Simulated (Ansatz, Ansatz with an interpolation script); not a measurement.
# CdS (Greenockite): what limits a Wannier interpolation of GW

How do the Wannier model and the GW settings move the interpolated bands of CdS (Greenockite)?

Calculated with Ansatz 0.2.0; maximally localised Wannier functions, LDA, plane waves, PAW; PAW set soft_1.

The database entry behind the starting cell differs from later determinations by our own check (about 0.35 % long), so it need not match the best structure at ambient conditions.

## 1. Set-up

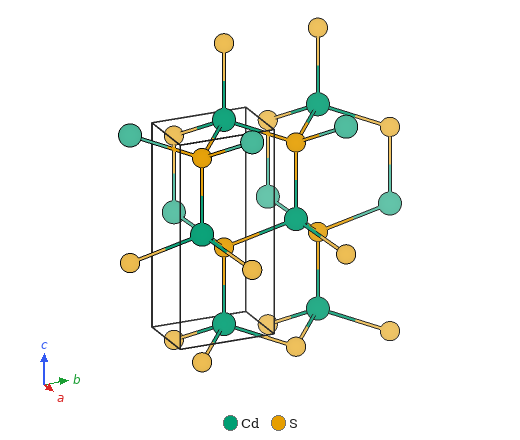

Start, viewed slightly off an axis; cadmium teal, sulfur orange. 1×2×1 cells are drawn. Some periodic images of atoms are drawn too.

The cell and positions come from the Crystallography Open Database and are kept as given unless a step says otherwise.

## 2. Wannier model on 12×12×8

Localised functions give a small Hamiltonian that interpolates between mesh points at no cost.

input.yaml

```yaml
crystal:
  lattice:
    - [4.15, 0.0, 0.0]
    - [-2.075, 3.59400543, 0.0]
    - [0.0, 0.0, 6.737]
  atoms:
    - { symbol: Cd, position: [0.33333333, 0.66666667, 0.0] }
    - { symbol: Cd, position: [0.66666667, 0.33333333, 0.5] }
    - { symbol: S, position: [0.33333333, 0.66666667, 0.375] }
    - { symbol: S, position: [0.66666667, 0.33333333, 0.875] }
kpoints:
  mp_grid: { grid: [6, 6, 4] }
hamiltonian:
  xc: lda
  pseudopotentials: { kind: paw, azcp: { folder: soft_1 }, xc_functional: pbe }
scf:
  occupations: { method: fixed }
  n_extra_bands: 53
output:
  wannier:
    kmesh: [12, 12, 8]
    projections: [{ species: Cd, l: s, shell: 5 }, { species: S, l: p, shell: 3 }]
    minimise: true
    write_hr: true
    seedname: w
    conv_tol: 1.0e-06
    max_iter: 20000
    stability_check: false
    disentanglement:
      window: [1.85, 13.3]
      frozen_window: [1.85, 8.96]
      conv_tol: 1.0e-08
```

Started as:

```bash
$ ansatz run input.yaml --threads 3 --pin off --max-ram 92160MiB --backend cuda --events-out ev --progress --plain --runs-dir out --devices 1 --max-vram 13GiB
```

Numbers of over 12 decimals in the logs are rounded to 6 here.

What it wrote:

```text
scf.n_extra_bands = 53 over 26 filled bands (N_el = 52.0): the run solves 79 bands
GPUs: using 1 of 1 available (devices: 1).
Engine: ansatz 0.2.0, x86_64-unknown-linux-gnu
Pseudopotentials: kind: paw
Pseudopotential: Cd, paw, valence charge 20, recommended cutoff 420 eV (normal), soft_1/Cd.paw.azcp
Pseudopotential: S, paw, valence charge 6, recommended cutoff 420 eV (normal), soft_1/S.paw.azcp
Functional definition: SPW92
  exchange = slater_x
  correlation = pw_c
device memory: the entry about to start is reckoned to put 2.5 GiB on a device that reports 65.6 GiB free (of which the cap on the GPU budget leaves the run 13.0 GiB)
GPU FFT provider: cuFFT
GPU libraries: cuBLAS 13.8.2, cuFFT 12.4.0, cuSOLVER 12.3.4
Crystal: 4 atoms, lattice volume = 100.483 Å³
Basis set: ecut = 420 eV, 1973 PW (Γ)
Bands: 79, of which v1, the nominal top of the filled ones, is band 26 counted from 1 (25 counted from 0)
Symmetry: 12 space group operations
Space group: P63mc (ITA 186), of the structure as read, at distance tolerance 4.6e-5 Å
k-points: 21 of 144 (time reversal used)
Non-local potential: Cd, projectors of the file, l = 0: 3, l = 1: 2, l = 2: 2, l = 3: 1
Non-local potential: S, projectors of the file, l = 0: 2, l = 1: 2, l = 2: 1
PAW form: soft (Blöchl's): semilocal exchange-correlation on the pseudo side does not see the compensation charge
PAW frozen core: Cd, regenerated for the run's functional, and the local potential with it (the file was generated under x = pbe(κ = 0.804, μ = 0.219515), c = pbe(β = 0.066725))
PAW frozen core: S, regenerated for the run's functional, and the local potential with it (the file was generated under x = pbe(κ = 0.804, μ = 0.219515), c = pbe(β = 0.066725))
PAW one-centre angular grid: Cd, 590 points (default); XC on 64 Gauss nodes
PAW one-centre angular grid: S, 110 points (default); XC on 64 Gauss nodes
Initial density: superposition of atomic densities (chi_scale 0.1, normalization cell, long waves kept (reshape's long-wave potential 0.00 eV rms))
Initial wavefunctions: pseudopotential atomic-orbital guess
GPU buffer pool allocated for 43200 grid points (all kernels)
GPU transforms: local potential and band sums: pruned to the plane-wave sphere, on 27×27×45
Functional: x = slater, c = lda
SCF iter   1: F=—  HF=-17977.479132 eV  |F-HF|=—  |Δ(HF+E_count)|=         —  Δρ=2.30e-2  dr2=4.34e-1  ethr=3.10e-3  ⟨swp⟩=3.8  Hψ=5494  notcnv=0  defer=1060
preconditioner: auto → Resta (q_TF=auto, 2.445 Å⁻¹)  ε∞=1.7  [insulator: Δε(μ)=1.129 eV  Ē_g=26.200 eV  n_scr=22 (ndim 8)  ℏωp=22.2 eV  f_vac=0.075  ε∞_Penn≈1.7]
SCF iter   2: F=—  HF=-17977.362330 eV  |F-HF|=—  |Δ(HF+E_count)|=   1.17e-1  Δρ=1.06e-2  dr2=7.02e-2  ethr=8.35e-4  ⟨swp⟩=2.0  Hψ=1954  notcnv=0  defer=1070
[...]
E_kinetic    = 1092.389223
  E_local      = -8137.163109  (includes V_loc(G=0)·N_el)
  E_nonlocal   = 325.463968
  E_hartree    = 3689.075750
  E_xc         = -486.964900
  E_vxc        = -557.126820  (∫ρ·V_xc dr)
  E_paw        = -9079.601496  (= ΣΔE_a)
  E_vpaw       = -1136.549847  (= ΣTr[D̂ρ^β])
  E_aug_tail   = 0.000604  (compensation charges beyond the density's cutoff)
  E_ewald      = -5382.392223
  E_core_change = 1.839534  (= ΣΔE_core)
  E_smearing   = -0.000000  (= −TS)
  E_closure    = -0.000000  (closes the sum)
  Σ components = -17977.352649   (vs F -17977.352649, Δ=0.00e0)
--- Band table (eV; the first three rows and the last of 21) ---
  k-point 0: bands = [... 22 lower, 5.6756, 6.4021, 6.4491, 6.4491, 7.3595, 8.9886, 12.7148, 12.7148, ... 49 higher]
  k-point 1: bands = [... 22 lower, 5.7820, 5.7820, 6.3282, 6.3282, 8.3051, 9.0625, 12.5433, 12.7893, ... 49 higher]
  k-point 2: bands = [... 22 lower, 6.0479, 6.0479, 6.0479, 6.0479, 9.0509, 9.0509, 12.3996, 12.3996, ... 49 higher]
  k-point 20: bands = [... 22 lower, 4.0026, 4.0026, 5.3223, 5.3223, 10.6212, 10.6212, 12.3117, 12.3117, ... 49 higher]
Wannier search: line search 1 of at most 20000: gauge-dependent spread (as the search counts it) 1.3257391 Å², largest recent change 7.1e-2 Å² against conv_tol 1.0e-6 Å², 0 stops escaped
Wannier search: line search 100 of at most 20000: gauge-dependent spread (as the search counts it) 1.1425107 Å², largest recent change 4.2e-6 Å² against conv_tol 1.0e-6 Å², 0 stops escaped
Wannier search: line search 200 of at most 20000: gauge-dependent spread (as the search counts it) 1.1421702 Å², largest recent change 3.1e-6 Å² against conv_tol 1.0e-6 Å², 0 stops escaped
Wannier search: line search 300 of at most 20000: gauge-dependent spread (as the search counts it) 1.1418668 Å², largest recent change 3.4e-6 Å² against conv_tol 1.0e-6 Å², 0 stops escaped
Wannier search: line search 400 of at most 20000: gauge-dependent spread (as the search counts it) 1.1415998 Å², largest recent change 3.2e-6 Å² against conv_tol 1.0e-6 Å², 0 stops escaped
Wannier search: line search 500 of at most 20000: gauge-dependent spread (as the search counts it) 1.1413642 Å², largest recent change 2.0e-6 Å² against conv_tol 1.0e-6 Å², 0 stops escaped
Wannier search: line search 600 of at most 20000: gauge-dependent spread (as the search counts it) 1.1411538 Å², largest recent change 2.7e-6 Å² against conv_tol 1.0e-6 Å², 0 stops escaped
Wannier search: line search 700 of at most 20000: gauge-dependent spread (as the search counts it) 1.1409696 Å², largest recent change 2.4e-6 Å² against conv_tol 1.0e-6 Å², 0 stops escaped
Wannier search: line search 800 of at most 20000: gauge-dependent spread (as the search counts it) 1.1408102 Å², largest recent change 1.2e-6 Å² against conv_tol 1.0e-6 Å², 0 stops escaped
Wannier search: line search 900 of at most 20000: gauge-dependent spread (as the search counts it) 1.1406654 Å², largest recent change 2.3e-6 Å² against conv_tol 1.0e-6 Å², 0 stops escaped
Wannier search: line search 1000 of at most 20000: gauge-dependent spread (as the search counts it) 1.1405237 Å², largest recent change 1.5e-6 Å² against conv_tol 1.0e-6 Å², 0 stops escaped
Wannier search: line search 1100 of at most 20000: gauge-dependent spread (as the search counts it) 1.1404075 Å², largest recent change 1.2e-6 Å² against conv_tol 1.0e-6 Å², 0 stops escaped
[key lines of the parts left out:]
SCF converged after 8 iterations
Free energy (F): -17977.352649 eV
Fermi energy:    6.449091 eV
```

Run time: 38 s. Hardware: 1 × NVIDIA H100 80GB HBM3 (shared by 6 runs) with 3 threads of AMD EPYC 7R13 (Zen 3), shared host; peak memory 2 GiB.

Numbers from this step:

```
gauge-invariant spread     : 24.24 Å²
diagonal spread            : 0.1354 Å²
off-diagonal spread        : 1.005 Å²
total spread               : 25.38 Å²
least projectability       : 0.3938
localisation steps         : 1132
disentanglement steps      : 264
r.m.s. interpolation error : 5.49e-4 eV
r.m.s. error near the gap  : 7.12e-4 eV
```

Near the gap the model misses directly solved bands by 0.7 meV r.m.s. and by 10 meV at most in the window tested. This tests the starting bands, not the corrections carried with them.

## 3. Wannier model on 6×6×4

Edit input.yaml of step 2 so:

```diff
@@ -20,3 +20,3 @@
   wannier:
-    kmesh: [12, 12, 8]
+    kmesh: [6, 6, 4]
     projections: [{ species: Cd, l: s, shell: 5 }, { species: S, l: p, shell: 3 }]
```

What it wrote:

```text
[...]
GPUs: using 1 of 1 available (devices: 1).
[...]
GPU FFT provider: cuFFT
GPU libraries: cuBLAS 13.8.2, cuFFT 12.4.0, cuSOLVER 12.3.4
Crystal: 4 atoms, lattice volume = 100.483 Å³
Basis set: ecut = 420 eV, 1973 PW (Γ)
Bands: 79, of which v1, the nominal top of the filled ones, is band 26 counted from 1 (25 counted from 0)
Symmetry: 12 space group operations
[...]
k-points: 21 of 144 (time reversal used)
[...]
GPU buffer pool allocated for 43200 grid points (all kernels)
[...]
SCF iter   1: F=—  HF=-17977.479132 eV  |F-HF|=—  |Δ(HF+E_count)|=         —  Δρ=2.30e-2  dr2=4.34e-1  ethr=3.10e-3  ⟨swp⟩=3.8  Hψ=5494  notcnv=0  defer=1060
[...]
SCF iter   8: F=-17977.352649 eV  HF=-17977.352649 eV  |F-HF|=7.64e-11  |Δ(HF+E_count)|=   6.04e-9  Δρ=8.90e-7  dr2=7.06e-10  ethr=1.92e-10  ⟨swp⟩=12.0  Hψ=11599  notcnv=0
SCF 1 converged in 8 iterations: F = -17977.352649 eV  dr2 = 7.06e-10
[...]
NSCF: frozen V_eff on 21 k-points
[...]
NSCF: frozen V_eff on 24 k-points, pencils in batches of 32, up to order 316
[...]
SCF converged after 8 iterations
Free energy (F): -17977.352649 eV
[...]
Internal energy: -17977.352649 eV  (E = F + TS)
E sigma→0 (E₀):  -17977.352649 eV
Fermi energy:    6.449091 eV
[...]
--- Band table (eV; the first three rows and the last of 21) ---
  k-point 0: bands = [... 22 lower, 5.6756, 6.4021, 6.4491, 6.4491, 7.3595, 8.9886, 12.7148, 12.7148, ... 49 higher]
  k-point 1: bands = [... 22 lower, 5.7820, 5.7820, 6.3282, 6.3282, 8.3051, 9.0625, 12.5433, 12.7893, ... 49 higher]
  k-point 2: bands = [... 22 lower, 6.0479, 6.0479, 6.0479, 6.0479, 9.0509, 9.0509, 12.3996, 12.3996, ... 49 higher]
  k-point 20: bands = [... 22 lower, 4.0026, 4.0026, 5.3223, 5.3223, 10.6212, 10.6212, 12.3117, 12.3117, ... 49 higher]
[...]
WARN: <dir> 152 periodic images of 144 elements of H(R) lie 4.88e-4 to 1.95e-3 Å beyond their element's nearest image, near the 9.77e-4 Å window within which an element is shared among its images; whether they share it moves the interpolated H(k) by 1.6e-3 eV (Frobenius norm, root mean square over the Brillouin zone); at the model's own mesh points H(k) does not change
```

It took 9.5 s on 1 × NVIDIA H100 80GB HBM3 (shared by 6 runs) with 3 threads; peak memory 1 GiB.

This step gave:

```
gauge-invariant spread     : 22.44 Å²
diagonal spread            : 0.1220 Å²
off-diagonal spread        : 0.9308 Å²
total spread               : 23.49 Å²
least projectability       : 0.3938
localisation steps         : 289
disentanglement steps      : 109
r.m.s. interpolation error : 0.002601 eV
r.m.s. error near the gap  : 0.003238 eV
```

Near the gap the model misses directly solved bands by 3.2 meV r.m.s. and by 33 meV at most in the window tested. This tests the starting bands, not the corrections carried with them.

Frozen up to 2.51 eV; above it the model need not follow the bands. Electronic bands along the path, in eV, zero at the valence-band top; v1 is the highest filled band, c1 the lowest empty one:

| point | v4 | v3 | v2 | v1 | c1 | c2 |
| --- | --- | --- | --- | --- | --- | --- |
| Γ | -0.77 | -0.05 | 0.00 | 0.00 | 0.91 | 2.54 |
| M | -2.69 | -1.89 | -1.33 | -0.74 | 3.53 | 4.20 |
| K | -3.13 | -1.88 | -1.88 | -1.64 | 4.90 | 4.90 |
| Γ | -0.77 | -0.05 | 0.00 | 0.00 | 0.91 | 2.54 |
| A | -0.40 | -0.40 | -0.40 | -0.40 | 2.70 | 2.70 |
| L | -1.35 | -1.35 | -1.34 | -1.34 | 3.87 | 3.87 |
| H | -2.45 | -2.45 | -1.13 | -1.13 | 4.73 | 4.73 |
| A | -0.40 | -0.40 | -0.40 | -0.40 | 2.70 | 2.70 |
| jump to L | -1.35 | -1.35 | -1.34 | -1.34 | 3.87 | 3.87 |
| M | -2.69 | -1.89 | -1.33 | -0.74 | 3.53 | 4.20 |
| jump to H | -2.45 | -2.45 | -1.13 | -1.13 | 4.73 | 4.73 |
| K | -3.13 | -1.88 | -1.88 | -1.64 | 4.90 | 4.90 |

The same for Kohn-Sham, solved directly:

| point | v4 | v3 | v2 | v1 | c1 | c2 |
| --- | --- | --- | --- | --- | --- | --- |
| Γ | -0.77 | -0.05 | 0.00 | 0.00 | 0.91 | 2.54 |
| M | -2.69 | -1.89 | -1.33 | -0.74 | 3.49 | 3.66 |
| K | -3.13 | -1.88 | -1.88 | -1.64 | 4.42 | 4.90 |
| Γ | -0.77 | -0.05 | 0.00 | 0.00 | 0.91 | 2.54 |
| A | -0.40 | -0.40 | -0.40 | -0.40 | 2.60 | 2.60 |
| L | -1.35 | -1.35 | -1.34 | -1.34 | 3.23 | 3.23 |
| H | -2.45 | -2.45 | -1.13 | -1.13 | 4.17 | 4.17 |
| A | -0.40 | -0.40 | -0.40 | -0.40 | 2.60 | 2.60 |
| L | -1.35 | -1.35 | -1.34 | -1.34 | 3.23 | 3.23 |
| M | -2.69 | -1.89 | -1.33 | -0.74 | 3.49 | 3.66 |
| H | -2.45 | -2.45 | -1.13 | -1.13 | 4.17 | 4.17 |
| K | -3.13 | -1.88 | -1.88 | -1.64 | 4.42 | 4.90 |

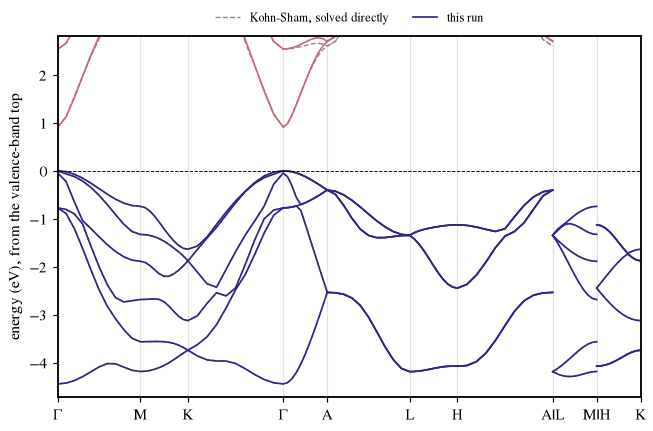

Electronic bands along the path; lines of filled and empty bands in two colours; dashed: Kohn-Sham, solved directly.

## 4. A faulty Wannier input

Edit input.yaml of step 3 so:

```diff
@@ -29,4 +29,4 @@
     disentanglement:
-      window: [1.85, 13.3]
-      frozen_window: [1.85, 8.96]
+      window: [1.85, 7.36]
+      frozen_window: [1.85, 7.16]
       conv_tol: 1.0e-08
```

What it wrote:

```text
scf.n_extra_bands = 53 over 26 filled bands (N_el = 52.0): the run solves 79 bands
GPUs: using 1 of 1 available (devices: 1).
Engine: ansatz 0.2.0, x86_64-unknown-linux-gnu
Pseudopotentials: kind: paw
Pseudopotential: Cd, paw, valence charge 20, recommended cutoff 420 eV (normal), soft_1/Cd.paw.azcp
Pseudopotential: S, paw, valence charge 6, recommended cutoff 420 eV (normal), soft_1/S.paw.azcp
Functional definition: SPW92
  exchange = slater_x
  correlation = pw_c
device memory: the entry about to start is reckoned to put 2.5 GiB on a device that reports 61.8 GiB free (of which the cap on the GPU budget leaves the run 13.0 GiB)
GPU FFT provider: cuFFT
GPU libraries: cuBLAS 13.8.2, cuFFT 12.4.0, cuSOLVER 12.3.4
Crystal: 4 atoms, lattice volume = 100.483 Å³
Basis set: ecut = 420 eV, 1973 PW (Γ)
Bands: 79, of which v1, the nominal top of the filled ones, is band 26 counted from 1 (25 counted from 0)
Symmetry: 12 space group operations
Space group: P63mc (ITA 186), of the structure as read, at distance tolerance 4.6e-5 Å
k-points: 21 of 144 (time reversal used)
Non-local potential: Cd, projectors of the file, l = 0: 3, l = 1: 2, l = 2: 2, l = 3: 1
Non-local potential: S, projectors of the file, l = 0: 2, l = 1: 2, l = 2: 1
PAW form: soft (Blöchl's): semilocal exchange-correlation on the pseudo side does not see the compensation charge
PAW frozen core: Cd, regenerated for the run's functional, and the local potential with it (the file was generated under x = pbe(κ = 0.804, μ = 0.219515), c = pbe(β = 0.066725))
[...]
NSCF: frozen V_eff on 21 k-points
[...]
device memory: the entry about to start is reckoned to put 2.1 GiB on a device that reports 62.4 GiB free (of which the cap on the GPU budget leaves the run 13.0 GiB)
NSCF: frozen V_eff on 24 k-points, pencils in batches of 32, up to order 316
the Wannier pass solved 24 of the 144 points of its mesh, and has the states at the others by symmetry: states obtained by the crystal's operations at points that were solved too leave a residual of 3.67e-13 eV (read by the count's bands and the next), within 6.67e-6 eV
SCF converged after 8 iterations
Free energy (F): -17977.352649 eV
Harris-Foulkes:  -17977.352649 eV  (|F-HF|=7.64e-11)
Internal energy: -17977.352649 eV  (E = F + TS)
E sigma→0 (E₀):  -17977.352649 eV
Fermi energy:    6.449091 eV
--- Per-component energies (eV) ---
  E_band       = -1034.833434
  E_kinetic    = 1092.389223
  E_local      = -8137.163109  (includes V_loc(G=0)·N_el)
  E_nonlocal   = 325.463968
  E_hartree    = 3689.075750
  E_xc         = -486.964900
  E_vxc        = -557.126820  (∫ρ·V_xc dr)
  E_paw        = -9079.601496  (= ΣΔE_a)
  E_vpaw       = -1136.549847  (= ΣTr[D̂ρ^β])
  E_aug_tail   = 0.000604  (compensation charges beyond the density's cutoff)
  E_ewald      = -5382.392223
  E_core_change = 1.839534  (= ΣΔE_core)
  E_smearing   = -0.000000  (= −TS)
  E_closure    = -0.000000  (closes the sum)
  Σ components = -17977.352649   (vs F -17977.352649, Δ=0.00e0)
--- Band table (eV; the first three rows and the last of 21) ---
  k-point 0: bands = [... 22 lower, 5.6756, 6.4021, 6.4491, 6.4491, 7.3595, 8.9886, 12.7148, 12.7148, ... 49 higher]
  k-point 1: bands = [... 22 lower, 5.7820, 5.7820, 6.3282, 6.3282, 8.3051, 9.0625, 12.5433, 12.7893, ... 49 higher]
  k-point 2: bands = [... 22 lower, 6.0479, 6.0479, 6.0479, 6.0479, 9.0509, 9.0509, 12.3996, 12.3996, ... 49 higher]
  k-point 20: bands = [... 22 lower, 4.0026, 4.0026, 5.3223, 5.3223, 10.6212, 10.6212, 12.3117, 12.3117, ... 49 higher]
```

The job ended after 5.4 s (1 × NVIDIA H100 80GB HBM3 (shared by 6 runs) with 3 threads; peak memory 1 GiB).

The self-consistent loop converged; the step after it was not made. The program's words: output.wannier: at mesh point 0 (counted from 0) output.wannier.disentanglement.window holds 7 states for 8 functions, beside 0 of inner shells that are left out. Raise the window's top, and output.wannier.disentanglement.top_band where it is typed. No Wannier file is written

The fault put into this input: an outer window with too few states.

## 5. G0W0: 6×6×4 mesh, 461 empty bands, screening to 160 eV, PAW set soft_1 files

G0W0 replaces the xc potential by the self-energy, built once from these orbitals. Only a window of levels is corrected, while the sums run over the empty bands that the input names.

This step: G0W0 on LDA, plane waves, PAW; PAW set soft_1.

input.yaml, the sections that differ from step 4:

```yaml
scf:
  occupations: { method: fixed }
gw:
  n_empty_bands: 461
  ecut_chi: 160.0
  qp_bands: [v6, c2]
  screening: { model: contour_deformation }
# crystal, kpoints, hamiltonian: as in step 4
# output: removed
```

What it wrote:

```text
GPUs: using 1 of 1 available (devices: 1).
[...]
GPU FFT provider: cuFFT
GPU libraries: cuBLAS 13.8.2, cuFFT 12.4.0, cuSOLVER 12.3.4
Crystal: 4 atoms, lattice volume = 100.483 Å³
Basis set: ecut = 420 eV, 1973 PW (Γ)
Bands: 32, of which v1, the nominal top of the filled ones, is band 26 counted from 1 (25 counted from 0)
Symmetry: 12 space group operations
[...]
k-points: 21 of 144 (time reversal used)
[...]
20    24      4.0027   -17.7261     2.7206   -14.3647  0.7069     3.3241     3.3618  root ?
    20    25      5.3223   -19.0875     2.2986   -16.1618  0.7260     4.6653     4.6952  root
    20    26      5.3223   -19.0875     2.2986   -16.1618  0.7260     4.6653     4.6952  root
    20    27     10.6212    -8.4426    -4.4438   -13.4688  0.7629    11.2272    11.2035  root
    20    28     10.6212    -8.4426    -4.4438   -13.4688  0.7629    11.2272    11.2035  root
[key lines of the parts left out:]
SCF converged after 7 iterations
Free energy (F): -17977.352649 eV
Fermi energy:    6.449122 eV
```

The job ended after 1.7 min (1 × NVIDIA H100 80GB HBM3 (shared by 6 runs) with 3 threads; peak memory 1.7 GiB; 3.1 min of CPU time).

The G0W0 gap on the mesh is 1.887 eV.

[end of part 1 of 2]

[Paths, hosts, dates, memory and timing lines, banners, echoed tables and standing remarks are left out of the program output.]

[Logs are printed without paths, hosts, clocks, repeated set-up lines and the standing remarks that a program may print on its own settings, such as how far it seeks lower states.]

[Runs of the session that timed out or met a known fault of the program may be left out.]

[Hosts, paths, dates, database ids (printed as entryN), source tags and the programs' standing remarks are cut or masked in the printed files.]
